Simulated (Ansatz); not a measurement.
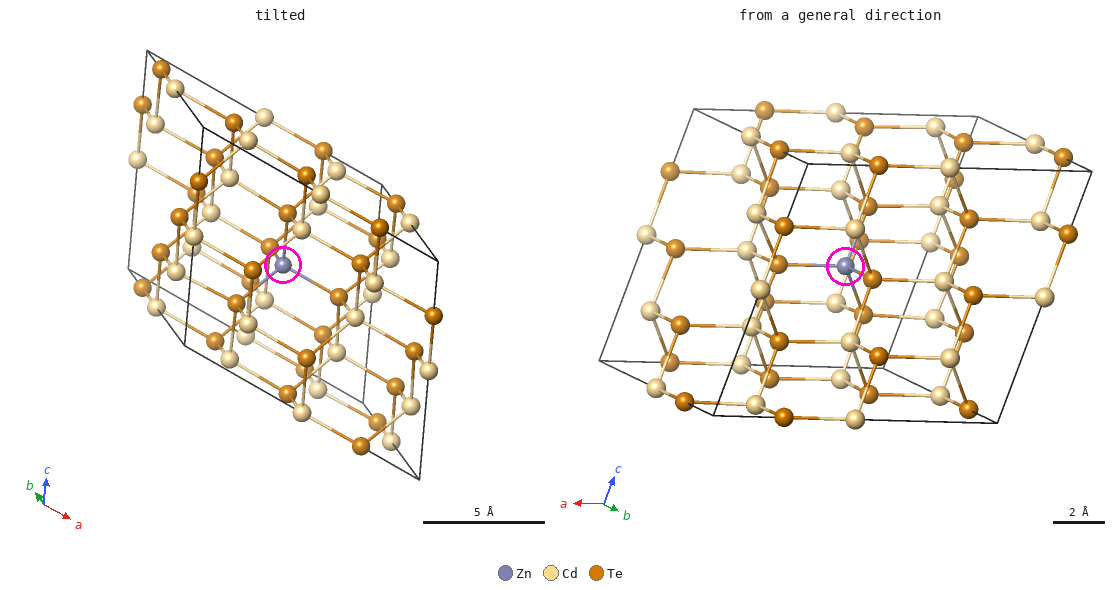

Drawn in the ball-and-stick manner and seen slightly off an axis and from a general direction. The parallelepiped is the supercell. The host is CdTe, in a cell of 32 sites, and the cell is neutral. A ring marks the defect's site.

> What defect is present?

Zinc on a cadmium site (a substitutional impurity). It is bonded to four Te in a tetrahedral arrangement at about 2.7 Å.

The atoms were relaxed in the host's cell with Ansatz, DFT PBEsol, scalar-relativistic, plane waves, PAW.
